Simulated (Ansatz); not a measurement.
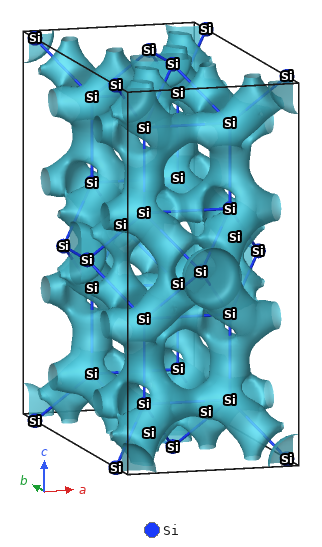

Si. Isosurface of the electron localisation function at 0.7 (cyan), seen at an oblique angle. Only the valence region is drawn (cores and ρ < 0.01 e/Å³ removed). Sticks mark near contacts.

Space group Fmmm; a structure generated by program, which may or may not match a known phase.

All numbers below come from Ansatz 0.2.0, DFT PBE, scalar-relativistic, plane waves, PAW.

```cif
data_structure
_symmetry_space_group_name_H-M 'P 1'
_symmetry_Int_Tables_number 1
_cell_length_a 5.0638
_cell_length_b 10.2817
_cell_length_c 11.0012
_cell_angle_alpha 90.000
_cell_angle_beta 90.000
_cell_angle_gamma 90.000
_cell_volume 572.77
loop_
_atom_site_label
_atom_site_type_symbol
_atom_site_fract_x
_atom_site_fract_y
_atom_site_fract_z
_atom_site_occupancy
Si1 Si 0.50000 0.38679 0.00000 1
Si2 Si 0.00000 0.88679 0.00000 1
Si3 Si 0.00000 0.38679 0.50000 1
Si4 Si 0.50000 0.88679 0.50000 1
Si5 Si 0.00000 0.11321 0.00000 1
Si6 Si 0.50000 0.61321 0.00000 1
Si7 Si 0.50000 0.11321 0.50000 1
Si8 Si 0.00000 0.61321 0.50000 1
Si9 Si 0.75000 0.25000 0.36179 1
Si10 Si 0.25000 0.75000 0.36179 1
Si11 Si 0.25000 0.25000 0.86179 1
Si12 Si 0.75000 0.75000 0.86179 1
Si13 Si 0.75000 0.25000 0.13821 1
Si14 Si 0.25000 0.75000 0.13821 1
Si15 Si 0.25000 0.25000 0.63821 1
Si16 Si 0.75000 0.75000 0.63821 1
Si17 Si 0.25000 0.25000 0.13821 1
Si18 Si 0.75000 0.75000 0.13821 1
Si19 Si 0.75000 0.25000 0.63821 1
Si20 Si 0.25000 0.75000 0.63821 1
Si21 Si 0.25000 0.25000 0.36179 1
Si22 Si 0.75000 0.75000 0.36179 1
Si23 Si 0.75000 0.25000 0.86179 1
Si24 Si 0.25000 0.75000 0.86179 1
```

> Identify the bonds, lone pairs and shells in this picture.

The ELF exceeds this value in four regions between bonded Si–Si atoms and sheets that run through the cell in two directions, counted in one cell of 24 atoms. Regions shared between cells count once.

Values along the shortest contacts:
Si–Si (2.33 Å): the ELF peaks at about 0.95 between the atoms. Si–Si (2.43 Å): the ELF peaks at about 0.85 between the atoms.

> Does the calculation give a band gap?

It is gapless in this calculation (a metal or semimetal).
